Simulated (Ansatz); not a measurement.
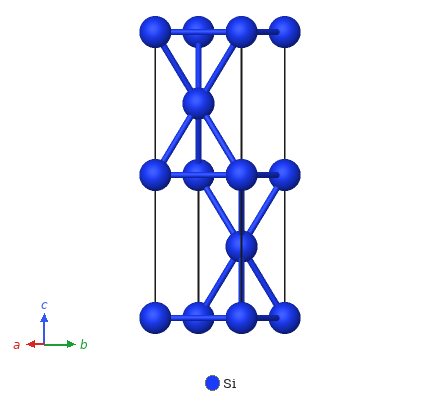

Si (P6_3/mmc, No. 194): the geometry relaxed with DFT, RPBE, plane waves (420 eV) with PAW, scalar-relativistic in Ansatz 0.2.0; the starting structure was generated, so it need not be a known form of this composition.

Space group P6_3/mmc (No. 194). a = 2.730 Å, b = 2.730 Å, c = 9.057 Å, α = 90.00°, β = 90.00°, γ = 120.00°
```csv
atom,site,symmetry,x,y,z
Si,2a,-3m.,0.0000,0.0000,0.0000
Si,2c,-6m2,0.3333,0.6667,0.2500
```

Question: What will a dark-field STEM-like image along [210] show? Simulated incoherent Z contrast: every atom adds Z^1.7 spread by a probe of 0.84 Å full width; channelling and multiple scattering are left out. The probe carries 25 % of its weight in a tail 2.5 times as wide. A slight drift and the speckle of an amorphous layer were added.

Answer: The columns repeat on a rectangular net of 1.37 × 2.26 Å (plane group p2mm). All columns are alike (Si). The shortest distance between visible columns is 1.37 Å in projection. Along the beam the structure repeats every 4.73 Å.

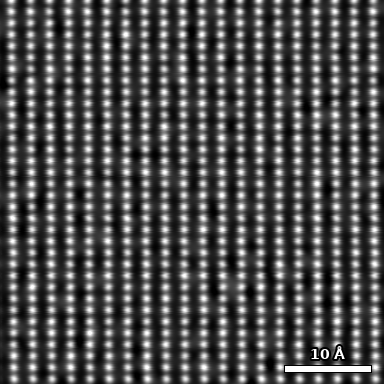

The simulated image.
